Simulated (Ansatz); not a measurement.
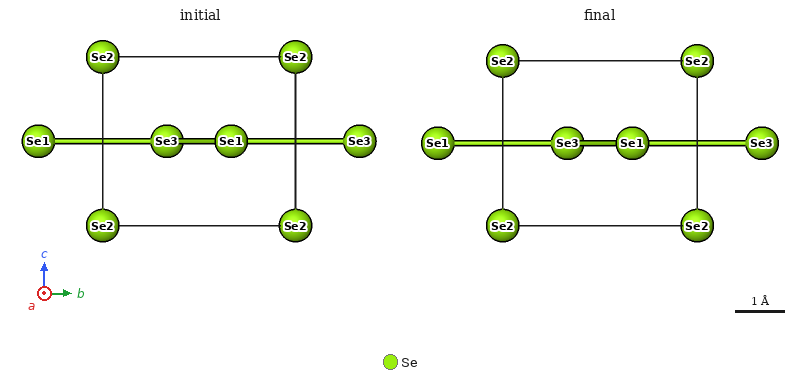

The structure of crystalline Se (built on the Hg_191 type) before (left) and after (right) a relaxation, at one scale.

A ball-and-stick model of the cell of the calculation, seen along the a axis.

Case: Hg type (P6/mmm, No. 191).

Computed with DFT PBE, scalar-relativistic, plane waves, PAW (Ansatz 0.2.0). Settings: plane-wave cutoff 420 eV; k-point mesh 12 × 12 × 14; occupations gaussian; smearing width 0.1 eV; no spin polarisation; cell and atoms relaxed; force threshold 0.01 eV/Å; at most 80 steps.

**Summarise the run.**

The energy falls by 2.3 meV per atom in 3 accepted moves (4 points after the start). All forces vanish by symmetry, so only the cell relaxes. Pressure: 0.39 GPa at the start and 0.00 GPa at the end. The SCF was repeated once at an unchanged geometry on a basis and grid sized afresh for the cell, which shifted the energy by less than 0.05 meV per atom at most. No atom moves by more than 0.005 Å relative to the cell. The drawn cell changes as follows: a = b 4.620 → 4.661 Å (+0.9 %), c 3.500 → 3.416 Å (−2.4 %); the volume changes by −0.6 %. Some distances before and after: Se1–Se3 2.667 → 2.691 Å. The space group stays P6/mmm (No. 191). The run took roughly 40 core-seconds on a shared host.
